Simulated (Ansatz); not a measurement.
# Run report: TaN, single-point calculation (part 2 of 2)

The same run, continued: TaN (4 atoms in the cell); DFT PBEsol+U+J, spin-orbit coupling, plane waves, PAW, U = 4 eV, J = 0.9 eV on Ta atom 1 d; U = 4 eV, J = 0.9 eV on Ta atom 3 d (Ansatz 0.2.0); cutoff 420 eV, 7×7×7 k-mesh, Gaussian smearing of 0.05 eV. The structure derives from an entry of the Crystallography Open Database. The run did not end well. It belongs to a series of runs on one base structure; here: random orbitals: harmonics, high filling.

Geometry of the input (Å; fractional positions):
```
0.0000  2.1790  2.1790
2.1790  0.0000  2.1790
4.3580  4.3580  0.0000
Ta 0.5000  0.5000  0.2500
N  0.0000  0.0000  0.0000
Ta 0.5000  0.5000  0.7500
N  -0.0000  0.0000  0.5000
```

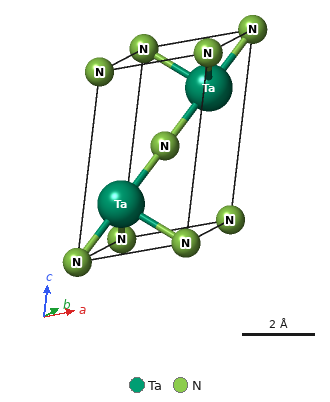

**Figure 1.** The structure (ball-and-stick view of the reduced cell, seen slightly off an axis).

The program's output, continued
```
SCF iter   1: F=—  HF=-20407.845404 eV  |F-HF|=—  |Δ(HF+E_count)|=         —  Δρ=9.25e-2  dr2=2.23e0  dr2_m=1.62e0  ethr=3.10e-3  |M|=4.69e-1 ∫|m|=1.93e0 μB  |m|>n=0.0e0 m-floor=0.0e0 τ_xc=2.0e-15 mc-row=0.0e0 uncertified=8  β_m=0.30  ⟨swp⟩=5.9  Hψ=35733  notcnv=0  defer=24
preconditioner: auto → Kerker (q_TF=auto, 2.666 Å⁻¹)  [metal: Δε(μ)=0.015 eV  Ē_g=10.749 eV  σ=0.050 eV  W_gap=0.16  n_scr=16 (ndim 8)  ℏωp=25.8 eV  f_vac=0.000  D(μ)=1.21/eV (n_scr^D=2)]
spin=Noncollinear: Kerker preconditioning applied to the charge; magnetization (m_x, m_y, m_z) channels mix plain (no charge-response kernel on spin).
SCF iter   2: F=—  HF=-20407.762597 eV  |F-HF|=—  |Δ(HF+E_count)|=   8.28e-2  Δρ=6.60e-2  dr2=6.96e-1  dr2_m=8.25e-1  ethr=3.10e-3  |M|=4.62e-1 ∫|m|=1.90e0 μB  |m|>n=0.0e0 m-floor=0.0e0 τ_xc=1.8e-3 mc-row=0.0e0  β_m=0.30  ⟨swp⟩=2.7  Hψ=12491  notcnv=0  defer=415
SCF iter   3: F=—  HF=-20407.791488 eV  |F-HF|=—  |Δ(HF+E_count)|=   2.89e-2  Δρ=4.69e-2  dr2=6.79e-2  dr2_m=4.16e-1  ethr=1.93e-3  |M|=4.45e-1 ∫|m|=1.88e0 μB  |m|>n=0.0e0 m-floor=0.0e0 τ_xc=2.9e-3 mc-row=0.0e0  β_m=0.30  ⟨swp⟩=3.0  Hψ=12350  notcnv=0  defer=414
SCF iter   4: F=—  HF=-20407.862114 eV  |F-HF|=—  |Δ(HF+E_count)|=   7.06e-2  Δρ=3.38e-2  dr2=2.43e-3  dr2_m=2.17e-1  ethr=1.89e-4  |M|=4.61e-1 ∫|m|=1.86e0 μB  |m|>n=0.0e0 m-floor=0.0e0 τ_xc=3.6e-3 mc-row=0.0e0  β_m=0.30  ⟨swp⟩=3.3  Hψ=14603  notcnv=0  defer=424
SCF iter   5: F=—  HF=-20407.901712 eV  |F-HF|=—  |Δ(HF+E_count)|=   3.96e-2  Δρ=2.44e-2  dr2=5.02e-4  dr2_m=1.13e-1  ethr=6.76e-6  |M|=4.76e-1 ∫|m|=1.84e0 μB  |m|>n=0.0e0 m-floor=0.0e0 τ_xc=4.1e-3 mc-row=0.0e0  β_m=0.30  ⟨swp⟩=2.0  Hψ=12695  notcnv=0  defer=424
SCF iter   6: F=—  HF=-20407.923285 eV  |F-HF|=—  |Δ(HF+E_count)|=   2.16e-2  Δρ=1.77e-2  dr2=5.12e-5  dr2_m=5.94e-2  ethr=1.39e-6  |M|=4.90e-1 ∫|m|=1.82e0 μB  |m|>n=0.0e0 m-floor=0.0e0 τ_xc=4.5e-3 mc-row=0.0e0  β_m=0.30  ⟨swp⟩=2.0  Hψ=13474  notcnv=0  defer=424
SCF iter   7: F=—  HF=-20407.934812 eV  |F-HF|=—  |Δ(HF+E_count)|=   1.15e-2  Δρ=1.28e-2  dr2=1.51e-5  dr2_m=3.13e-2  ethr=1.42e-7  |M|=5.00e-1 ∫|m|=1.81e0 μB  |m|>n=0.0e0 m-floor=0.0e0 τ_xc=4.7e-3 mc-row=0.0e0  β_m=0.30  ⟨swp⟩=3.0  Hψ=16063  notcnv=0  defer=424
Mixer restart at iter 7: flushing history
spin-set hold released at iteration 7 (site moments contracting): the magnetisation degrees of freedom join the quasi-Newton model from the next iteration; the mixer history was flushed
SCF iter   8: F=—  HF=-20407.941054 eV  |F-HF|=—  |Δ(HF+E_count)|=   6.24e-3  Δρ=9.33e-3  dr2=1.29e-5  dr2_m=1.65e-2  ethr=4.20e-8  |M|=5.07e-1 ∫|m|=1.80e0 μB  |m|>n=0.0e0 m-floor=0.0e0 τ_xc=4.9e-3 mc-row=0.0e0  β_m=0.65  ⟨swp⟩=3.0  Hψ=16072  notcnv=0  defer=424
SCF iter   9: F=—  HF=-20407.948597 eV  |F-HF|=—  |Δ(HF+E_count)|=   7.54e-3  Δρ=4.39e-4  dr2=5.56e-6  dr2_m=3.66e-5  ethr=3.59e-8  |M|=5.29e-1 ∫|m|=1.78e0 μB  |m|>n=0.0e0 m-floor=0.0e0 τ_xc=5.4e-3 mc-row=0.0e0  β_m=0.82  ⟨swp⟩=4.1  Hψ=21922  notcnv=0  defer=424
SCF iter  10: F=—  HF=-20407.948651 eV  |F-HF|=—  |Δ(HF+E_count)|=   5.32e-5  Δρ=1.67e-4  dr2=7.43e-7  dr2_m=5.27e-6  ethr=1.54e-8  |M|=5.31e-1 ∫|m|=1.78e0 μB  |m|>n=0.0e0 m-floor=0.0e0 τ_xc=5.4e-3 mc-row=0.0e0  β_m=0.91  ⟨swp⟩=2.1  Hψ=13709  notcnv=0  defer=424
SCF iter  11: F=—  HF=-20407.948660 eV  |F-HF|=—  |Δ(HF+E_count)|=   9.45e-6  Δρ=1.48e-5  dr2=6.44e-8  dr2_m=4.09e-8  ethr=2.06e-9  |M|=5.33e-1 ∫|m|=1.78e0 μB  |m|>n=0.0e0 m-floor=0.0e0 τ_xc=5.4e-3 mc-row=0.0e0  β_m=0.96  ⟨swp⟩=3.1  Hψ=15408  notcnv=0  defer=424
SCF iter  12: F=—  HF=-20407.948660 eV  |F-HF|=—  |Δ(HF+E_count)|=   5.32e-8  Δρ=4.38e-6  dr2=1.50e-8  dr2_m=3.55e-9  ethr=1.79e-10  |M|=5.33e-1 ∫|m|=1.78e0 μB  |m|>n=0.0e0 m-floor=0.0e0 τ_xc=5.4e-3 mc-row=0.0e0  β_m=0.98  ⟨swp⟩=2.0  Hψ=12676  notcnv=0  defer=424
SCF iter  13: F=—  HF=-20407.948660 eV  |F-HF|=—  |Δ(HF+E_count)|=  7.49e-10  Δρ=5.83e-7  dr2=1.30e-10  dr2_m=2.74e-11  ethr=4.16e-11  |M|=5.33e-1 ∫|m|=1.78e0 μB  |m|>n=0.0e0 m-floor=0.0e0 τ_xc=5.4e-3 mc-row=0.0e0  β_m=0.98  ⟨swp⟩=14.0  Hψ=49430  notcnv=0
Mixer restart at iter 13: flushing history
SCF iter  14: F=—  HF=-20407.948812 eV  |F-HF|=—  |Δ(HF+E_count)|=         —  Δρ=4.29e-6  dr2=2.77e-9  dr2_m=3.42e-9  ethr=1.00e-12  |M|=5.33e-1 ∫|m|=1.78e0 μB  |m|>n=0.0e0 m-floor=0.0e0 τ_xc=5.4e-3 mc-row=0.0e0  β_m=0.98  ⟨swp⟩=3.0  Hψ=15805  notcnv=0
SCF iter  15: F=—  HF=-20410.773063 eV  |F-HF|=—  |Δ(HF+E_count)|=    2.82e0  Δρ=1.89e-2  dr2=1.85e-1  dr2_m=4.80e-2  ethr=1.00e-12  |M|=2.82e-1 ∫|m|=1.25e0 μB  |m|>n=0.0e0 m-floor=0.0e0 τ_xc=5.4e-3 mc-row=0.0e0  β_m=0.05  ⟨swp⟩=27.6  Hψ=119552  notcnv=0
SCF iter  16: F=—  HF=-20410.787040 eV  |F-HF|=—  |Δ(HF+E_count)|=   1.40e-2  Δρ=1.78e-2  dr2=1.64e-1  dr2_m=4.58e-2  ethr=1.00e-12  |M|=2.78e-1 ∫|m|=1.24e0 μB  |m|>n=0.0e0 m-floor=0.0e0 τ_xc=5.3e-3 mc-row=0.0e0  β_m=0.02  ⟨swp⟩=7.0  Hψ=36143  notcnv=0
SCF iter  17: F=—  HF=-20410.794449 eV  |F-HF|=—  |Δ(HF+E_count)|=   7.41e-3  Δρ=1.73e-2  dr2=1.53e-1  dr2_m=4.37e-2  ethr=1.00e-12  |M|=2.75e-1 ∫|m|=1.22e0 μB  |m|>n=0.0e0 m-floor=0.0e0 τ_xc=5.3e-3 mc-row=0.0e0  β_m=0.04  ⟨swp⟩=6.7  Hψ=32610  notcnv=0
SCF iter  18: F=—  HF=-20410.800832 eV  |F-HF|=—  |Δ(HF+E_count)|=   6.38e-3  Δρ=1.46e-2  dr2=1.06e-1  dr2_m=4.00e-2  ethr=1.00e-12  |M|=2.66e-1 ∫|m|=1.20e0 μB  |m|>n=0.0e0 m-floor=0.0e0 τ_xc=5.2e-3 mc-row=0.0e0  β_m=0.19  ⟨swp⟩=7.3  Hψ=38342  notcnv=0
SCF iter  19: F=—  HF=-20410.864532 eV  |F-HF|=—  |Δ(HF+E_count)|=   6.37e-2  Δρ=1.20e-2  dr2=2.13e-2  dr2_m=2.73e-2  ethr=1.00e-12  |M|=2.27e-1 ∫|m|=1.12e0 μB  |m|>n=0.0e0 m-floor=0.0e0 τ_xc=5.1e-3 mc-row=0.0e0  β_m=0.68  ⟨swp⟩=8.5  Hψ=46846  notcnv=0  defer=24
SCF iter  20: F=—  HF=-20411.046206 eV  |F-HF|=—  |Δ(HF+E_count)|=   1.82e-1  Δρ=7.60e-3  dr2=7.32e-3  dr2_m=1.09e-2  ethr=1.00e-12  |M|=1.26e-1 ∫|m|=8.57e-1 μB  |m|>n=0.0e0 m-floor=0.0e0 τ_xc=4.0e-3 mc-row=0.0e0  β_m=0.98  ⟨swp⟩=8.8  Hψ=50915  notcnv=0  defer=387
SCF iter  21: F=—  HF=-20411.132092 eV  |F-HF|=—  |Δ(HF+E_count)|=   8.59e-2  Δρ=2.91e-3  dr2=8.27e-4  dr2_m=1.61e-3  ethr=1.00e-12  |M|=4.08e-2 ∫|m|=4.77e-1 μB  |m|>n=0.0e0 m-floor=0.0e0 τ_xc=1.8e-3 mc-row=0.0e0  β_m=0.99  ⟨swp⟩=8.4  Hψ=50196  notcnv=0  defer=454
SCF iter  22: F=—  HF=-20411.146216 eV  |F-HF|=—  |Δ(HF+E_count)|=   1.41e-2  Δρ=2.01e-3  dr2=3.25e-4  dr2_m=7.69e-4  ethr=1.00e-12  |M|=1.30e-2 ∫|m|=3.09e-1 μB  |m|>n=0.0e0 m-floor=0.0e0 τ_xc=9.1e-4 mc-row=0.0e0  β_m=1.00  ⟨swp⟩=7.8  Hψ=44123  notcnv=0  defer=458
SCF iter  23: F=—  HF=-20411.155253 eV  |F-HF|=—  |Δ(HF+E_count)|=   9.04e-3  Δρ=6.63e-4  dr2=2.47e-4  dr2_m=9.09e-5  ethr=1.00e-12  |M|=1.82e-2 ∫|m|=6.79e-2 μB  |m|>n=0.0e0 m-floor=0.0e0 τ_xc=1.3e-4 mc-row=0.0e0  β_m=1.00  ⟨swp⟩=8.1  Hψ=45355  notcnv=0  defer=458
SCF iter  24: F=—  HF=-20411.155886 eV  |F-HF|=—  |Δ(HF+E_count)|=   6.33e-4  Δρ=3.92e-4  dr2=2.43e-5  dr2_m=3.06e-5  ethr=1.00e-12  |M|=9.68e-3 ∫|m|=5.56e-2 μB  |m|>n=0.0e0 m-floor=0.0e0 τ_xc=7.9e-5 mc-row=0.0e0  β_m=1.00  ⟨swp⟩=7.2  Hψ=34071  notcnv=0  defer=468
SCF iter  25: F=—  HF=-20411.156143 eV  |F-HF|=—  |Δ(HF+E_count)|=   2.57e-4  Δρ=1.88e-4  dr2=1.51e-6  dr2_m=7.12e-6  ethr=1.00e-12  |M|=8.29e-3 ∫|m|=3.87e-2 μB  |m|>n=0.0e0 m-floor=0.0e0 τ_xc=3.7e-5 mc-row=0.0e0  β_m=1.00  ⟨swp⟩=7.0  Hψ=33048  notcnv=0  defer=468
SCF iter  26: F=—  HF=-20411.156220 eV  |F-HF|=—  |Δ(HF+E_count)|=   7.75e-5  Δρ=9.49e-5  dr2=8.15e-7  dr2_m=1.78e-6  ethr=1.00e-12  |M|=9.13e-3 ∫|m|=3.63e-2 μB  |m|>n=0.0e0 m-floor=0.0e0 τ_xc=2.8e-5 mc-row=0.0e0  β_m=1.00  ⟨swp⟩=6.7  Hψ=31559  notcnv=0  defer=464
SCF iter  27: F=—  HF=-20411.156245 eV  |F-HF|=—  |Δ(HF+E_count)|=   2.51e-5  Δρ=5.73e-5  dr2=4.79e-7  dr2_m=7.71e-7  ethr=1.00e-12  |M|=1.06e-2 ∫|m|=3.80e-2 μB  |m|>n=0.0e0 m-floor=0.0e0 τ_xc=2.9e-5 mc-row=0.0e0  β_m=1.00  ⟨swp⟩=6.1  Hψ=28873  notcnv=0  defer=464
SCF iter  28: F=—  HF=-20411.156258 eV  |F-HF|=—  |Δ(HF+E_count)|=   1.27e-5  Δρ=5.30e-5  dr2=1.10e-7  dr2_m=7.28e-7  ethr=1.00e-12  |M|=1.17e-2 ∫|m|=4.08e-2 μB  |m|>n=0.0e0 m-floor=0.0e0 τ_xc=3.3e-5 mc-row=0.0e0  β_m=1.00  ⟨swp⟩=5.3  Hψ=25795  notcnv=0  defer=465
SCF iter  29: F=—  HF=-20411.156267 eV  |F-HF|=—  |Δ(HF+E_count)|=   8.45e-6  Δρ=5.47e-5  dr2=5.62e-9  dr2_m=7.81e-7  ethr=1.00e-12  |M|=1.21e-2 ∫|m|=4.30e-2 μB  |m|>n=0.0e0 m-floor=0.0e0 τ_xc=3.7e-5 mc-row=0.0e0  β_m=1.00  ⟨swp⟩=16.8  Hψ=58128  notcnv=0
SCF iter  30: F=—  HF=-20411.156271 eV  |F-HF|=—  |Δ(HF+E_count)|=   4.29e-6  Δρ=5.60e-5  dr2=5.19e-9  dr2_m=8.21e-7  ethr=1.00e-12  |M|=1.24e-2 ∫|m|=4.41e-2 μB  |m|>n=0.0e0 m-floor=0.0e0 τ_xc=3.8e-5 mc-row=0.0e0  β_m=0.94  ⟨swp⟩=9.8  Hψ=48208  notcnv=0
SCF iter  31: F=—  HF=-20411.156254 eV  |F-HF|=—  |Δ(HF+E_count)|=   1.72e-5  Δρ=4.96e-5  dr2=6.74e-9  dr2_m=6.36e-7  ethr=1.00e-12  |M|=1.11e-2 ∫|m|=3.89e-2 μB  |m|>n=0.0e0 m-floor=0.0e0 τ_xc=3.0e-5 mc-row=0.0e0  β_m=0.29  ⟨swp⟩=11.5  Hψ=57502  notcnv=0
SCF iter  32: F=—  HF=-20411.156245 eV  |F-HF|=—  |Δ(HF+E_count)|=   9.15e-6  Δρ=4.43e-5  dr2=8.04e-9  dr2_m=5.14e-7  ethr=1.00e-12  |M|=1.03e-2 ∫|m|=3.54e-2 μB  |m|>n=0.0e0 m-floor=0.0e0 τ_xc=2.5e-5 mc-row=0.0e0  β_m=0.63  ⟨swp⟩=11.2  Hψ=57798  notcnv=0
SCF iter  33: F=—  HF=-20411.156228 eV  |F-HF|=—  |Δ(HF+E_count)|=   1.69e-5  Δρ=3.52e-5  dr2=1.62e-8  dr2_m=3.28e-7  ethr=1.00e-12  |M|=8.51e-3 ∫|m|=2.80e-2 μB  |m|>n=0.0e0 m-floor=0.0e0 τ_xc=1.6e-5 mc-row=0.0e0  β_m=0.91  ⟨swp⟩=12.1  Hψ=58962  notcnv=0
Mixer restart at iter 33: flushing history
SCF iter  34: F=—  HF=-20411.155263 eV  |F-HF|=—  |Δ(HF+E_count)|=         —  Δρ=2.48e-5  dr2=1.06e-7  dr2_m=1.62e-7  ethr=1.00e-12  |M|=6.22e-3 ∫|m|=1.82e-2 μB  |m|>n=0.0e0 m-floor=0.0e0 τ_xc=6.9e-6 mc-row=0.0e0  β_m=1.00  ⟨swp⟩=7.0  Hψ=33254  notcnv=0
SCF iter  35: F=—  HF=-20411.156046 eV  |F-HF|=—  |Δ(HF+E_count)|=   7.83e-4  Δρ=2.46e-5  dr2=2.33e-8  dr2_m=1.52e-7  ethr=1.00e-12  |M|=6.15e-3 ∫|m|=1.86e-2 μB  |m|>n=0.0e0 m-floor=0.0e0 τ_xc=7.0e-6 mc-row=0.0e0  β_m=1.00  ⟨swp⟩=8.3  Hψ=63008  notcnv=0
SCF iter  36: F=—  HF=-20411.156219 eV  |F-HF|=—  |Δ(HF+E_count)|=   1.73e-4  Δρ=2.45e-5  dr2=7.49e-8  dr2_m=1.48e-7  ethr=1.00e-12  |M|=6.16e-3 ∫|m|=1.94e-2 μB  |m|>n=0.0e0 m-floor=0.0e0 τ_xc=7.6e-6 mc-row=0.0e0  β_m=1.00  ⟨swp⟩=14.8  Hψ=69362  notcnv=0
SCF iter  37: F=—  HF=-20411.156222 eV  |F-HF|=—  |Δ(HF+E_count)|=   3.13e-6  Δρ=2.50e-5  dr2=1.29e-7  dr2_m=1.56e-7  ethr=1.00e-12  |M|=6.27e-3 ∫|m|=2.04e-2 μB  |m|>n=0.0e0 m-floor=0.0e0 τ_xc=8.3e-6 mc-row=0.0e0  β_m=1.00  ⟨swp⟩=10.7  Hψ=52751  notcnv=0
SCF iter  38: F=—  HF=-20411.156224 eV  |F-HF|=—  |Δ(HF+E_count)|=   1.47e-6  Δρ=2.57e-5  dr2=3.97e-8  dr2_m=1.66e-7  ethr=1.00e-12  |M|=6.39e-3 ∫|m|=2.12e-2 μB  |m|>n=0.0e0 m-floor=0.0e0 τ_xc=8.9e-6 mc-row=0.0e0  β_m=1.00  ⟨swp⟩=5.1  Hψ=48951  notcnv=0
SCF iter  39: F=—  HF=-20411.156225 eV  |F-HF|=—  |Δ(HF+E_count)|=   1.22e-6  Δρ=2.63e-5  dr2=9.43e-9  dr2_m=1.75e-7  ethr=1.00e-12  |M|=6.52e-3 ∫|m|=2.18e-2 μB  |m|>n=0.0e0 m-floor=0.0e0 τ_xc=9.5e-6 mc-row=0.0e0  β_m=1.00  ⟨swp⟩=9.6  Hψ=46741  notcnv=0
SCF iter  40: F=—  HF=-20411.156224 eV  |F-HF|=—  |Δ(HF+E_count)|=   1.11e-6  Δρ=2.57e-5  dr2=1.10e-9  dr2_m=1.66e-7  ethr=1.00e-12  |M|=6.39e-3 ∫|m|=2.12e-2 μB  |m|>n=0.0e0 m-floor=0.0e0 τ_xc=8.9e-6 mc-row=0.0e0  β_m=1.00  ⟨swp⟩=8.6  Hψ=44218  notcnv=0
SCF iter  41: F=—  HF=-20411.156221 eV  |F-HF|=—  |Δ(HF+E_count)|=   3.24e-6  Δρ=2.33e-5  dr2=5.09e-10  dr2_m=1.38e-7  ethr=1.00e-12  |M|=5.90e-3 ∫|m|=1.91e-2 μB  |m|>n=0.0e0 m-floor=0.0e0 τ_xc=7.3e-6 mc-row=0.0e0  β_m=0.31  ⟨swp⟩=10.6  Hψ=52474  notcnv=0
SCF iter  42: F=—  HF=-20411.156219 eV  |F-HF|=—  |Δ(HF+E_count)|=   1.27e-6  Δρ=2.05e-5  dr2=3.52e-9  dr2_m=1.12e-7  ethr=1.00e-12  |M|=5.22e-3 ∫|m|=1.73e-2 μB  |m|>n=0.0e0 m-floor=0.0e0 τ_xc=6.0e-6 mc-row=0.0e0  β_m=0.59  ⟨swp⟩=10.5  Hψ=51860  notcnv=0
SCF iter  43: F=—  HF=-20411.156216 eV  |F-HF|=—  |Δ(HF+E_count)|=   3.24e-6  Δρ=1.58e-5  dr2=2.90e-9  dr2_m=6.87e-8  ethr=1.00e-12  |M|=3.92e-3 ∫|m|=1.33e-2 μB  |m|>n=0.0e0 m-floor=0.0e0 τ_xc=3.6e-6 mc-row=0.0e0  β_m=0.71  ⟨swp⟩=11.3  Hψ=57444  notcnv=0
iter 44 did not close the SCF: its close was put off for a magnetic moment that had not settled (scf_convergence_deferred on its scf_iter line)
SCF iter  44: F=-20411.156213 eV  HF=-20411.156213 eV  |F-HF|=1.38e-7  |Δ(HF+E_count)|=   3.02e-6  Δρ=1.05e-5  dr2=1.90e-9  dr2_m=2.90e-8  ethr=1.00e-12  |M|=2.29e-3 ∫|m|=7.66e-3 μB  |m|>n=0.0e0 m-floor=0.0e0 τ_xc=1.3e-6 mc-row=0.0e0  β_m=1.00  ⟨swp⟩=11.4  Hψ=57617  notcnv=0
iter 45 did not close the SCF: its close was put off for a magnetic moment that had not settled (scf_convergence_deferred on its scf_iter line)
SCF iter  45: F=-20411.156212 eV  HF=-20411.156212 eV  |F-HF|=2.98e-8  |Δ(HF+E_count)|=   7.74e-7  Δρ=5.36e-6  dr2=2.87e-9  dr2_m=6.99e-9  ethr=1.00e-12  |M|=9.63e-4 ∫|m|=2.82e-3 μB  |m|>n=0.0e0 m-floor=0.0e0 τ_xc=1.7e-7 mc-row=0.0e0  β_m=1.00  ⟨swp⟩=6.6  Hψ=55683  notcnv=0
iter 46 did not close the SCF: its close was put off for a magnetic moment that had not settled (scf_convergence_deferred on its scf_iter line)
SCF iter  46: F=-20411.156213 eV  HF=-20411.156213 eV  |F-HF|=9.37e-9  |Δ(HF+E_count)|=   1.74e-7  Δρ=2.76e-6  dr2=9.25e-10  dr2_m=1.85e-9  ethr=1.00e-12  |M|=3.07e-4 ∫|m|=1.18e-3 μB  |m|>n=0.0e0 m-floor=0.0e0 τ_xc=3.1e-8 mc-row=0.0e0  β_m=1.00  ⟨swp⟩=5.7  Hψ=49778  notcnv=0
iter 47 did not close the SCF: its close was put off for a magnetic moment that had not settled (scf_convergence_deferred on its scf_iter line)
SCF iter  47: F=-20411.156213 eV  HF=-20411.156213 eV  |F-HF|=2.32e-9  |Δ(HF+E_count)|=   1.00e-8  Δρ=1.52e-6  dr2=1.07e-10  dr2_m=5.06e-10  ethr=1.00e-12  |M|=1.77e-4 ∫|m|=5.63e-4 μB  |m|>n=0.0e0 m-floor=0.0e0 τ_xc=6.8e-9 mc-row=0.0e0  β_m=1.00  ⟨swp⟩=5.1  Hψ=48841  notcnv=0
iter 48 did not close the SCF: its close was put off for a magnetic moment that had not settled (scf_convergence_deferred on its scf_iter line)
SCF iter  48: F=-20411.156213 eV  HF=-20411.156213 eV  |F-HF|=3.64e-10  |Δ(HF+E_count)|=   1.10e-8  Δρ=7.41e-7  dr2=7.12e-11  dr2_m=8.96e-11  ethr=1.00e-12  |M|=4.91e-5 ∫|m|=1.73e-4 μB  |m|>n=0.0e0 m-floor=0.0e0 τ_xc=6.5e-10 mc-row=0.0e0  β_m=1.00  ⟨swp⟩=4.8  Hψ=46854  notcnv=0
iter 49 did not close the SCF: its close was put off for a magnetic moment that had not settled (scf_convergence_deferred on its scf_iter line)
SCF iter  49: F=-20411.156213 eV  HF=-20411.156213 eV  |F-HF|=1.93e-10  |Δ(HF+E_count)|=   1.06e-9  Δρ=5.57e-7  dr2=2.72e-11  dr2_m=4.64e-11  ethr=1.00e-12  |M|=2.41e-5 ∫|m|=1.33e-4 μB  |m|>n=0.0e0 m-floor=0.0e0 τ_xc=3.6e-10 mc-row=0.0e0  β_m=1.00  ⟨swp⟩=5.0  Hψ=39485  notcnv=0
```

Outcome

- outcome: stopped at the time limit
- space group (tolerance 0.01 Å): Fm-3m (225)
- hardware: 4 threads of Arm Neoverse V1, 24 GiB of memory available, shared host
- wall time: 5.2 min (CPU time 21 min)
- peak memory: 1.3 GiB

The run was cut off by its time limit, so the output is incomplete. The program warns: the SCF threshold is looser than advised for the printed stress; the occupation matrices lower the symmetry.
